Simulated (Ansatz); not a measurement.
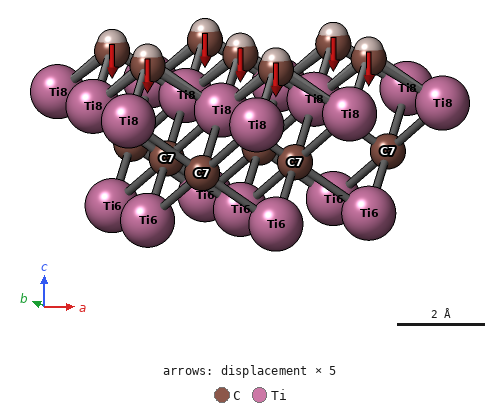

This is a constrained relaxation of a slab of composition Ti4C5. The starting structure is drawn faded, the final one solid; red arrows show the displacements, magnified 5 times.

The picture is a ball-and-stick view of the atoms within 5.0 Å of the atom that moves most (axes of the 2 × 2 repeat of the cell, outlined in the plane, without the vacuum), seen slightly off an axis.

4 atoms are held fixed.

Computed with DFT r2SCAN, scalar-relativistic, plane waves, PAW; settings changed in Ansatz 0.2.0.

The input:
```yaml
crystal:
  lattice:
    - [3.060358149, 0.0, 0.0]
    - [-1.5301790745, 2.6503479017, 0.0]
    - [0.0, 0.0, 26.9950878602]
  atoms:
    - { symbol: C, position: [0.3333333333, 0.6666666667, 0.3148720998] }
    - { symbol: Ti, position: [0.6666666667, 0.3333333333, 0.3611540749] }
    - { symbol: C, position: [0.0, 0.0, 0.4074360499] }
    - { symbol: Ti, position: [0.3333333333, 0.6666666667, 0.453718025] }
    - { symbol: C, position: [0.6666666667, 0.3333333333, 0.5] }
    - { symbol: Ti, position: [0.0, 0.0, 0.546281975] }
    - { symbol: C, position: [0.3333333333, 0.6666666667, 0.5925639501] }
    - { symbol: Ti, position: [0.6666666667, 0.3333333333, 0.6388459251] }
    - { symbol: C, position: [0.0, 0.0, 0.6851279002] }
basis:
  ecutwfc: "44.1 Ry"
kpoints:
  mp_grid: { grid: [12, 12, 1] }
hamiltonian:
  xc: r2scan
scf:
  occupations: { method: gaussian, width: 0.1 }
output:
  forces: true
  eigenvalues: true
relax:
  adjacent_minimum: "off"
  f_tol: 0.03
  max_steps: 70
  constraints: [{ sites: [0, 1, 2, 3] }]
efield:
  axis: 3
  dipole_correction: true
  ramp_width: 0.04
```

Run as
```bash
ansatz run input.yaml --threads 2 --pin off --max-ram 5120MiB --backend cpu --events-out ev --progress --plain --runs-dir out
```

> Atoms of which element are displaced furthest, and by how much?

Carbon: up to 0.16 Å, against 0.00 Å for titanium.

> What did the optimiser do to the structure, and how much energy did it gain?

C9 moves most: 0.16 Å along the normal (−c). Ti stays in place. The lattice vectors keep their values. Among the contacts that change: Ti8–C9 2.164 → 2.073 Å, C7–Ti8 2.164 → 2.173 Å, Ti6–Ti8 3.060 → 3.066 Å, Ti6–C7 2.164 → 2.159 Å. Among the angles between lasting bonds that change: Ti8–C9–Ti8 90.0° → 95.2°, C9–Ti8–C9 90.0° → 95.2°, C7–Ti8–C9 180.0° → 175.9°. After 4 geometry steps the energy has fallen by 93.4 meV per cell of the calculation. The largest force component goes from 1.1 to 0.0085 eV/Å.
